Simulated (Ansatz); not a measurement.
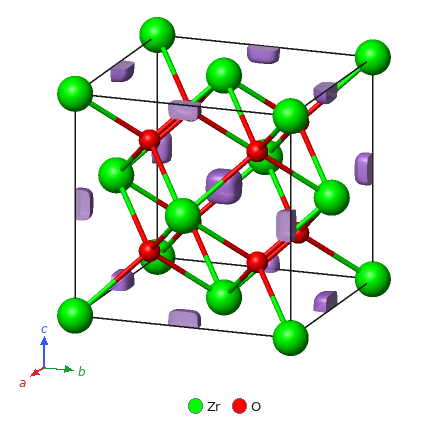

Bond-valence mismatch map for Li+ in ZrO₂ in space group Fm-3m: the purple surface encloses the points where |V − 1| < 0.4 v.u. (1×1×1 cells, view slightly off an axis). Pale faces close the region where the drawn box cuts it.

At each point the valence sum V of a Li+ ion is computed from the anions within 5 Å (s = exp((R0 − d)/b), R0 fitted to published crystal structures with b = 0.37 Å; R0: Li+–O 1.449 Å). Points too close to the other cations are excluded (2.2 Å from Zr). Li+ is a guest here, not part of the formula. This is an empirical screen for pathways, not an energy calculation.

Origin of the cell: coordinates from a relaxation with DFT, HSE06, plane waves, PAW (Ansatz 0.2.0).

```
Zr O
1.0
     5.06982    0.00000    0.00000
     0.00000    5.06982    0.00000
     0.00000    0.00000    5.06982
Zr O
4 8
Direct
  0.00000 0.00000 0.00000
  0.00000 0.50000 0.50000
  0.50000 0.00000 0.50000
  0.50000 0.50000 0.00000
  0.25000 0.75000 0.75000
  0.25000 0.25000 0.75000
  0.25000 0.25000 0.25000
  0.25000 0.75000 0.25000
  0.75000 0.75000 0.25000
  0.75000 0.25000 0.25000
  0.75000 0.25000 0.75000
  0.75000 0.75000 0.75000
```

Question: How are the low-mismatch regions connected?

Answer: No path at this level: the regions are isolated pockets that do not connect across cells.

Question: At which mismatch do paths open?

Answer: No path opens below 0.7 v.u. These are grid estimates, good to about 0.1 v.u.
